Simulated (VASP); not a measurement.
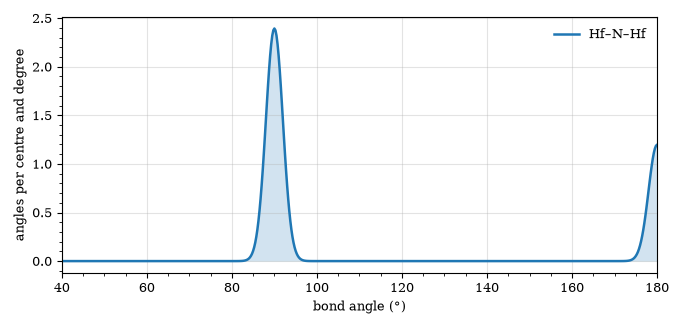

Bond-angle distributions computed from the structure of HfN; each angle is a Gaussian of σ = 2.0°. Bonds counted: Hf–N up to 2.91 Å. Structure used: the end point of a relaxation with VASP Kohn-Sham DFT of a periodic cell, PBE, VASP PAW PBE potentials, gw in VASP 6.6.1.

### Give the groups of angles for each curve.

Hf–N–Hf: 90° (12 per centre); 180° (3 per centre)

### What coordination geometry do the angles point to, counting the bonds named above alone?

N has 6 Hf neighbours in an octahedral arrangement.

The structure has space group Fm-3m (No. 225); other forms of this composition would give other results.
